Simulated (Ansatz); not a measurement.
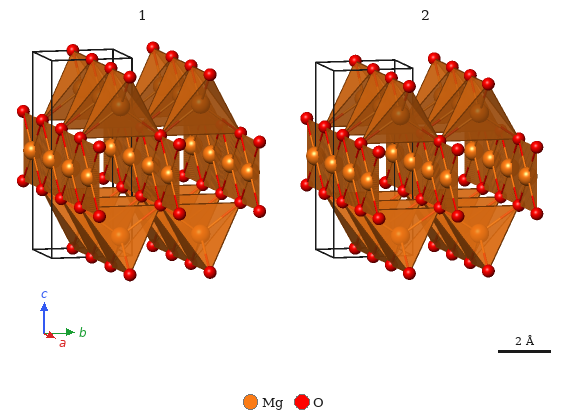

Two geometries of solid MgO (a generated structure, set up in Pmmm) (coarse preliminary run), drawn at one scale. One is the start of a relaxation, the other its converged end. Style: polyhedral. Shown: the cell of the calculation, repeated 3 × 2 × 1 with one cell outlined, slightly off an axis.

The calculation used DFT PBE, scalar-relativistic, plane waves, PAW (Ansatz). (plane-wave cutoff 420 eV; k-point mesh 6 × 6 × 4; occupations gaussian; smearing width 0.1 eV; no spin polarisation; cell and atoms relaxed; force threshold 0.04 eV/Å; at most 70 steps)

Q: Which geometry has the lower energy?

A: Structure 1 is the relaxed one. Over 5 accepted moves (7 points after the start) the energy falls by 0.609 eV per cell of the calculation. Largest force component: 1 eV/Å at the start, 0.006 eV/Å at the end. The pressure goes from 19.40 to 0.16 GPa. The SCF was repeated twice at an unchanged geometry on a basis and grid sized afresh for the cell, which shifted the energy by 51.6 meV per cell of the calculation at most. The largest moves relative to the cell, 0.055 Å, are those of Mg atoms. By element the largest moves are Mg 0.055 Å, O 0.018 Å. The drawn cell changes as follows: a 2.821 → 2.978 Å (+5.6 %), b 3.185 → 3.232 Å (+1.5 %), c 7.358 → 7.778 Å (+5.7 %); the volume changes by +13.2 %. Some distances before and after: Mg–O 1.912 → 2.008 Å, Mg–O 1.925 → 2.021 Å, Mg–O 1.925 → 1.996 Å, Mg–Mg 2.620 → 2.659 Å. Bond angles that change, for instance: O–Mg–O 112.8° → 107.1°, Mg–O–Mg 112.8° → 107.1°, Mg–O–Mg 94.2° → 96.5°. The space group stays Pmmm (No. 47). The run took 30 s on 1 thread of Arm Neoverse V2, on a shared host, peak memory 0.36 GiB.
